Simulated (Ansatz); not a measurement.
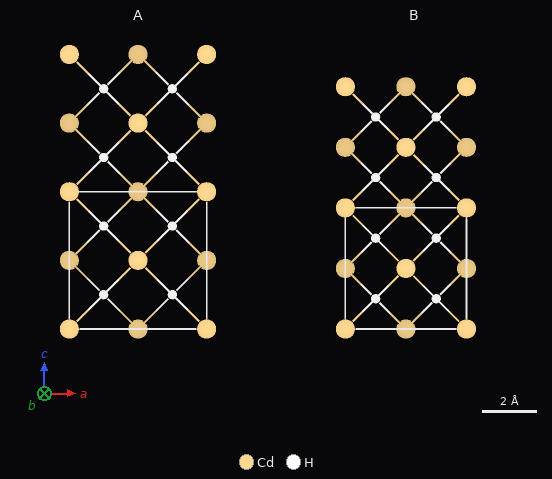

Two geometries of a crystal of CdH$_{2}$ (set up in Fm-3m) (coarse preliminary run), drawn at one scale. One is the start of a relaxation, the other its converged end. The picture is a ball-and-stick view of the conventional cell (4 times the calculation's cell), repeated 1 × 1 × 2 with one cell outlined, seen along the b axis. Lengths and directions refer to the drawn axes.

The calculation used DFT PBE, scalar-relativistic, plane waves, PAW in Ansatz 0.2.0. Set-up: plane-wave cutoff 420 eV; k-point mesh 8 × 8 × 8; occupations gaussian; smearing width 0.1 eV; no spin polarisation; cell and atoms relaxed; force threshold 0.0325 eV/Å; at most 70 steps.

Which of the two is the end point?

Answer. Structure A is the relaxed one. Case: 2 H put on empty site 2 of 1 host cells, relaxed. The energy falls by 1.134 eV per cell of the calculation in 6 accepted moves (8 points after the start). All forces vanish by symmetry, so only the cell relaxes. The pressure goes from 48.62 to 0.03 GPa. The SCF was repeated twice at an unchanged geometry on a basis and grid sized afresh for the cell, which shifted the energy by 33.1 meV per cell of the calculation at most. The atoms keep their places relative to the cell (all moves are under 0.005 Å). Cell: a = b = c 4.500 → 5.099 Å (+13.3 %). Volume +45.5 %. Near-neighbour distances that change, for instance: Cd–H 1.949 → 2.208 Å. The space group stays Fm-3m (No. 225).
